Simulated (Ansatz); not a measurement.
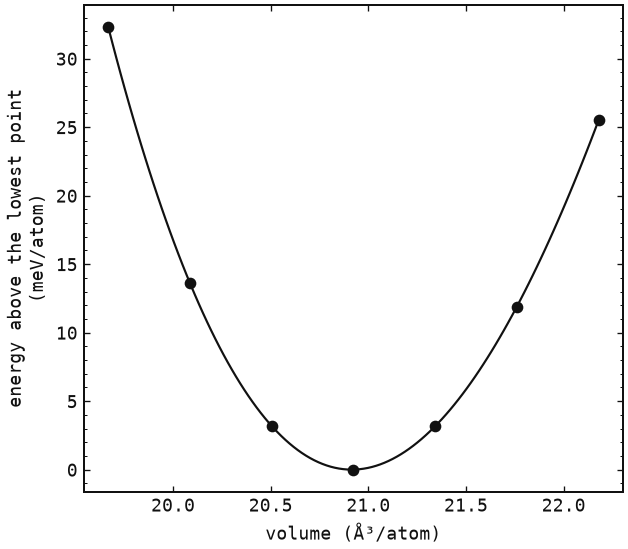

The plot gives the computed energy above the lowest point against volume for Sm, space group Fd-3m (No. 227) (one of a set of cubic test structures, which need not be the stable phase).

Computed with Ansatz 0.2.0 development build: equation of state of a cubic crystal from periodic Kohn-Sham density functional theory without spin, third-order Birch-Murnaghan fit to the free energies; pressure corrected for the finite basis. Level: PBE.

structure type diamond; atoms in cell 2; space group number 227; lattice centring face-centred primitive; k mesh 17×17×17; occupation method Fermi–Dirac; occupation width 0.06123 eV; wave cutoff 420 eV; datasets soft-1 PAW; density tolerance 1e−07 eV; bands 30; density cutoff ratio 4; search for lower states default.

Q: What equilibrium volume and bulk modulus follow from the curve?

A: A third-order Birch–Murnaghan fit gives V0 = 20.91 Å³/atom, B0 = 122 GPa and B′ = 5.6.

Note: cubic model structure, not the ambient form; modest k-mesh, values are not fully converged in k; open f shell treated without spin.
